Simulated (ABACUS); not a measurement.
## Band-structure run, with input and output: PbF2 (part 2 of 2)

PbF2 (3 atoms in the cell); Kohn-Sham DFT of a periodic cell, r2SCAN, SG15 ONCV 1.2 PBE, no spin polarisation (ABACUS 3.10.1); cutoff 1319.75 eV, 5×5×5 k-mesh, fermi-dirac of 0.05 eV. The structure derives from an entry of the Crystallography Open Database.

Geometry of the input (Å; fractional positions):
```
-2.9637  0.0000  2.9637
0.0000  2.9637  2.9637
-2.9637  2.9637  0.0000
Pb 0.0000  0.0000  0.0000
F  0.2500  0.2500  0.2500
F  0.7500  0.7500  0.7500
```

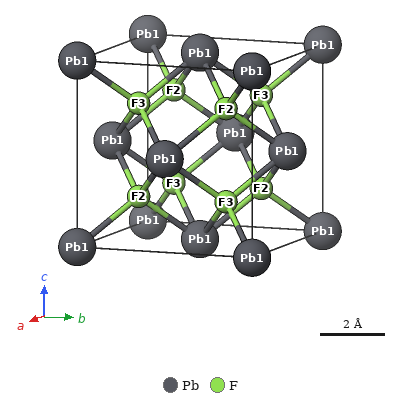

The input geometry (ball-and-stick view of the cell 4 times as large as that of the calculation, set on its symmetry axes, seen slightly off an axis; atoms are numbered from 1 in the order of the input). An atom can appear more than once, as a periodic image.

### Log, continued
```
----------------------------------------------------------
 E_KohnSham     -208.0156871108      -2830.1986180925
 E_Harris       -210.2609348040      -2860.7467801414
 E_Fermi        0.5738018555         7.8069747580
----------------------------------------------------------

 PW ALGORITHM --------------- ION=   1  ELEC=   3--------------------------------

 Density error is 0.0056447143729
                          Error Threshold = 0.000552994548085
----------------------------------------------------------
     Energy           Rydberg                 eV
----------------------------------------------------------
 E_KohnSham     -208.0615062490      -2830.8220194491
 E_Harris       -207.3578906544      -2821.2488381603
 E_Fermi        0.6128179112         8.3378154292
----------------------------------------------------------

 PW ALGORITHM --------------- ION=   1  ELEC=   4--------------------------------

 Density error is 0.000608162213657
                          Error Threshold = 2.01596941889e-05
----------------------------------------------------------
     Energy           Rydberg                 eV
----------------------------------------------------------
 E_KohnSham     -208.0631040310      -2830.8437583878
 E_Harris       -208.2344120840      -2833.1745240229
 E_Fermi        0.6200313050         8.4359586868
----------------------------------------------------------

 PW ALGORITHM --------------- ION=   1  ELEC=   5--------------------------------

 Density error is 1.98742793233e-05
                          Error Threshold = 2.17200790592e-06
----------------------------------------------------------
     Energy           Rydberg                 eV
----------------------------------------------------------
 E_KohnSham     -208.0631929200      -2830.8449677848
 E_Harris       -208.0950880250      -2831.2789229516
 E_Fermi        0.6181105805         8.4098258890
----------------------------------------------------------

 PW ALGORITHM --------------- ION=   1  ELEC=   6--------------------------------

 Density error is 2.54684252146e-06
                          Error Threshold = 7.09795690117e-08
----------------------------------------------------------
     Energy           Rydberg                 eV
----------------------------------------------------------
 E_KohnSham     -208.0631999669      -2830.8450636635
 E_Harris       -208.0488286362      -2830.6495316785
 E_Fermi        0.6178509932         8.4062940230
----------------------------------------------------------

 PW ALGORITHM --------------- ION=   1  ELEC=   7--------------------------------

 Density error is 2.11419063584e-07
                          Error Threshold = 9.09586614807e-09
----------------------------------------------------------
     Energy           Rydberg                 eV
----------------------------------------------------------
 E_KohnSham     -208.0632002921      -2830.8450680879
 E_Harris       -208.0585704043      -2830.7820752326
 E_Fermi        0.6180222932         8.4086246790
----------------------------------------------------------

 PW ALGORITHM --------------- ION=   1  ELEC=   8--------------------------------

 Density error is 3.64868292906e-08
                          Error Threshold = 7.5506808423e-10
----------------------------------------------------------
     Energy           Rydberg                 eV
----------------------------------------------------------
 E_KohnSham     -208.0632003968      -2830.8450695118
 E_Harris       -208.0650734580      -2830.8705538173
 E_Fermi        0.6180817204         8.4094332275
----------------------------------------------------------

 PW ALGORITHM --------------- ION=   1  ELEC=   9--------------------------------

 Density error is 1.76435952259e-10
                          Error Threshold = 1.30310104609e-10
----------------------------------------------------------
     Energy           Rydberg                 eV
----------------------------------------------------------
 E_KohnSham     -208.0632004032      -2830.8450695990
 E_KS(sigma->0) -208.0632004032      -2830.8450695990
 E_Harris       -208.0633138400      -2830.8466129865
 E_band         -8.7753079152        -119.3941893507
 E_one_elec     -71.2244587191       -969.0584755458
 E_Hartree      53.1429492896        723.0469188641
 E_xc           -32.0404032445       -435.9320503435
 E_Ewald        -157.9412877291      -2148.9014625738
 E_entropy(-TS) -0.0000000000        -0.0000000000
 E_descf        0.0000000000         0.0000000000
 E_exx          0.0000000000         0.0000000000
 E_Fermi        0.6180673242         8.4092373566
----------------------------------------------------------

 charge density convergence is achieved
 final etot is -2830.8450696 eV
 EFERMI = 8.4092373566 eV

 STATE ENERGY(eV) AND OCCUPATIONS    NSPIN == 1
 1/3 kpoint (Cartesian) = 0.0000 0.0000 0.0000 (5769 pws)
       1       -17.1559      0.0160000
       2       -16.5824      0.0160000
       3       -8.82017      0.0160000
       4       -8.82017      0.0160000
       5       -8.82017      0.0160000
       6       -8.76370      0.0160000
       7       -8.76370      0.0160000
       8       0.299942      0.0160000
       9        2.75933      0.0160000
      10        2.75933      0.0160000
      11        2.75933      0.0160000
      12        3.21688      0.0160000
      13        3.21688      0.0160000
      14        3.21688      0.0160000
      15        12.3996    3.49867e-37
      16        12.3996    3.49867e-37
      17        12.3996    3.49867e-37
      18        15.9011    1.35152e-67
      19        21.5945        0.00000
      20        21.5945        0.00000
      21        23.5835        0.00000
      22        23.5835        0.00000
      23        23.5835        0.00000
      24        24.1034        0.00000

 2/3 kpoint (Cartesian) = -0.20000 0.20000 0.20000 (5696 pws)
       1       -17.0887       0.128000
       2       -16.6402       0.128000
       3       -8.80650       0.128000
       4       -8.80650       0.128000
       5       -8.76090       0.128000
       6       -8.76090       0.128000
       7       -8.74602       0.128000
       8      -0.225425       0.128000
       9        2.51637       0.128000
      10        2.67872       0.128000
      11        2.67872       0.128000
      12        3.16858       0.128000
      13        3.16858       0.128000
      14        4.01465       0.128000
      15        11.3407    4.41035e-27
      16        12.7023    6.57229e-39
      17        12.7023    6.57229e-39
      18        17.7726    5.99651e-83
      19        20.6307        0.00000
      20        20.6307        0.00000
      21        22.1506        0.00000
      22        24.0727        0.00000
      23        24.1511        0.00000
      24        24.1511        0.00000

 3/3 kpoint (Cartesian) = -0.40000 0.40000 0.40000 (5642 pws)
       1       -16.9396       0.128000
       2       -16.7709       0.128000
       3       -8.80462       0.128000
       4       -8.80462       0.128000
       5       -8.73566       0.128000
       6       -8.73566       0.128000
       7       -8.62993       0.128000
       8      -0.834886       0.128000
       9        2.24593       0.128000
      10        2.55192       0.128000
      11        2.55192       0.128000
      12        3.09113       0.128000
      13        3.09113       0.128000
      14        4.92022       0.128000
      15        10.6797    2.43367e-21
      16        13.2073    2.70231e-43
      17        13.2073    2.70231e-43
      18        18.7441        0.00000
      19        19.9932        0.00000
      20        19.9932        0.00000
      21        20.5289        0.00000
      22        24.3572        0.00000
      23        24.3572        0.00000
      24        26.6874        0.00000

------------------------------------------------------------------------------------------
 TOTAL-FORCE (eV/Angstrom)
------------------------------------------------------------------------------------------
                       Pb1         0.0000000000         0.0000000000         0.0000000000
                        F1         0.0000000000         0.0000000000         0.0000000000
                        F2         0.0000000000         0.0000000000         0.0000000000
------------------------------------------------------------------------------------------

----------------------------------------------------------------
 TOTAL-STRESS (KBAR)
----------------------------------------------------------------
       -16.1734024459         0.0000000000         0.0000000000
         0.0000000000       -16.1734024459         0.0000000000
         0.0000000000         0.0000000000       -16.1734024459
----------------------------------------------------------------
 TOTAL-PRESSURE: -16.173402 KBAR

 --------------------------------------------
 !FINAL_ETOT_IS -2830.8450695990341046 eV
 --------------------------------------------
```

### Standard output
```
ABACUS
v3.10.1

               Atomic-orbital Based Ab-initio Computation at UStc

 dft_functional readin is: MGGA_X_R2SCAN+MGGA_C_R2SCAN
 dft_functional in pseudopot file is: PBE
 Please make sure this is what you need
 dft_functional readin is: MGGA_X_R2SCAN+MGGA_C_R2SCAN
 dft_functional in pseudopot file is: PBE
 Please make sure this is what you need

%%%%%%%%%%%%%%%%%%%%%%%%%%%%%%%%%%%%%%%%%%%%%%%%%%%%%%%%%%%%%%%%%%%%%%%%%%%%%%%%%%%%%%%%%%%%%%%%%%%%%%%%%
 Warning: the number of valence electrons in pseudopotential > 4 for Pb: [Xe] 4f14 5d10 6s2 6p2
 Pseudopotentials with additional electrons can yield (more) accurate outcomes, but may be less efficient.
 If you're confident that your chosen pseudopotential is appropriate, you can safely ignore this warning.
%%%%%%%%%%%%%%%%%%%%%%%%%%%%%%%%%%%%%%%%%%%%%%%%%%%%%%%%%%%%%%%%%%%%%%%%%%%%%%%%%%%%%%%%%%%%%%%%%%%%%%%%%

 UNIFORM GRID DIM        : 50 * 50 * 50
 UNIFORM GRID DIM(BIG)   : 50 * 50 * 50
func,idMGGA_X_R2SCAN 497
func,idMGGA_C_R2SCAN 498
 ---------------------------------------------------------
 Self-consistent calculations for electrons
 ---------------------------------------------------------
 SPIN    KPOINTS         PROCESSORS  THREADS
 1       10              4           4
 ---------------------------------------------------------
 Use plane wave basis
 ---------------------------------------------------------
 ELEMENT NATOM       XC
 Pb      1
 F       2
 ---------------------------------------------------------
 Initial plane wave basis and FFT box
 ---------------------------------------------------------
 -------------------------------------------
 SELF-CONSISTENT :
 -------------------------------------------
 START CHARGE      : atomic
 ITER       ETOT/eV          EDIFF/eV         DRHO         DKIN     TIME/s
 DA1     -2.82800611e+03   0.00000000e+00   4.4657e-01   5.2042e-01   3.25
 DA2     -2.83019862e+03  -2.19251192e+00   1.5484e-01   3.4678e-01   2.01
 DA3     -2.83082202e+03  -6.23401357e-01   5.6447e-03   1.2439e-02   1.60
 DA4     -2.83084376e+03  -2.17389387e-02   6.0816e-04   1.5506e-02   2.13
 DA5     -2.83084497e+03  -1.20939698e-03   1.9874e-05   2.0016e-03   1.68
 DA6     -2.83084506e+03  -9.58786608e-05   2.5468e-06   1.6153e-03   2.11
 DA7     -2.83084507e+03  -4.42446634e-06   2.1142e-07   6.0686e-04   1.61
 DA8     -2.83084507e+03  -1.42387824e-06   3.6487e-08   7.8202e-05   1.95
 DA9     -2.83084507e+03  -8.72129785e-08   1.7644e-10   2.2110e-05   1.81
----------------------------------------------------------------
 TOTAL-STRESS (KBAR)
----------------------------------------------------------------
       -16.1734024459         0.0000000000         0.0000000000
         0.0000000000       -16.1734024459         0.0000000000
         0.0000000000         0.0000000000       -16.1734024459
----------------------------------------------------------------
 TOTAL-PRESSURE: -16.173402 KBAR
```

### Key numbers

- outcome: converged
- space group (tolerance 0.01 Å): Fm-3m (225)
- electrons treated: 28
- free energy: −2830.8451 eV
- Fermi energy: 8.409 eV
- gap on the k-point mesh: 5.11 eV
- pressure: −1.62 GPa
- largest force (length of the vector): under 0.001 eV/Å
- hardware: 4 threads of Intel Xeon (Granite Rapids), 32 GiB of memory available, shared host
- wall time: 19 s (CPU time 77 s)
- peak memory: 0.56 GiB

### Remarks

Spin–orbit coupling is left out, which matters for Pb.
